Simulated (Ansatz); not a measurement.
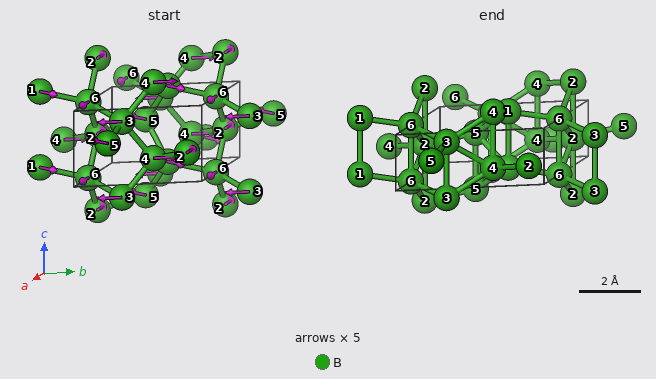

The structure of crystalline B (a generated structure, set up in P6_122) (coarse preliminary run) before (left) and after (right) a relaxation, at one scale. The purple arrows give the displacements (the part carried along by the change of the cell is left out), magnified 5 times.

Style: ball-and-stick. Shown: the cell of the calculation, slightly off an axis.

Theory: Ansatz 0.2.0, DFT PBE, scalar-relativistic, plane waves, PAW.

The input:
```yaml
crystal:
  lattice:
    - [4.34386034, 0.0, 0.0]
    - [-2.17193017, 3.76189341, 0.0]
    - [0.0, 0.0, 2.56176339]
  atoms:
    - { symbol: B, position: [0.62265098, 0.62265098, 0.16666667] }
    - { symbol: B, position: [0.37734902, 0.0, 0.5] }
    - { symbol: B, position: [0.0, 0.37734902, 0.83333333] }
    - { symbol: B, position: [0.0, 0.62265098, 0.33333333] }
    - { symbol: B, position: [0.37734902, 0.37734902, 0.66666667] }
    - { symbol: B, position: [0.62265098, 0.0, 0.0] }
basis:
  ecutwfc: 420
kpoints:
  mp_grid: { grid: [6, 6, 6] }
hamiltonian:
  xc: pbe
scf:
  occupations: { method: gaussian, width: 0.1 }
  lower_state_search: "off"
output:
  forces: true
  stress: true
  eigenvalues: true
relax:
  adjacent_minimum: "off"
  f_tol: 0.04
  max_steps: 70
  cell: { stress_tol: 0.4 }
```

Run as
```bash
ansatz run input.yaml --threads 1 --pin off --max-ram 2560MiB --backend cpu --events-out ev --progress --plain --runs-dir out
```

**Describe what moved and what it gained.**

Over 13 accepted moves (15 points after the start) the energy falls by 654 meV per atom. Largest force component: 1.7 eV/Å at the start, 0.012 eV/Å at the end. The pressure goes from 36.66 to 0.18 GPa. The SCF was repeated twice at an unchanged geometry on a basis and grid sized afresh for the cell, which shifted the energy by 13.4 meV per atom at most. The largest moves relative to the cell, 0.17 Å, are those of B1, B2, B3, B4, B5 and B6. B3 goes along −b. The volume changes by −0.4 %, with a = b 4.344 → 5.042 Å (+16.1 %), c 2.562 → 1.895 Å (−26.0 %). Near-neighbour distances that change, for instance: B1–B1 2.562 → 1.895 Å, B1–B4 2.692 → 2.342 Å, B1–B5 1.666 → 1.845 Å, B1–B4 (another image) 1.694 → 1.758 Å. Among the angles between lasting bonds that change: B6–B2–B6 100.5° → 61.8°, B4–B2–B6 96.6° → 109.3°. The space group stays P6_122 (No. 178). The run took 31 s on 1 thread of Arm Neoverse V2, on a shared host, peak memory 0.29 GiB.

Limits of the set-up: the k-point mesh is coarse for a cell with partly filled bands.
